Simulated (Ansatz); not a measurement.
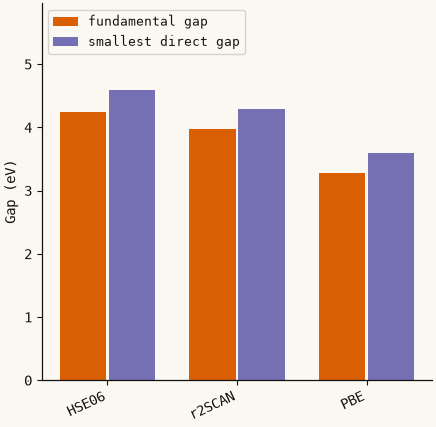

Gaps of KI, space group R-3m, 2 atoms in the cell, CsCl type, epitaxial (111) strain +2.6%, at several levels of theory on one cell (Ansatz, plane waves and PAW; edges over the mesh and the special points).

**How does the gap depend on the level, and does its kind change?**

In rising order: PBE 3.28 eV, r2SCAN 3.98 eV and HSE06 4.25 eV. It is indirect at every level.
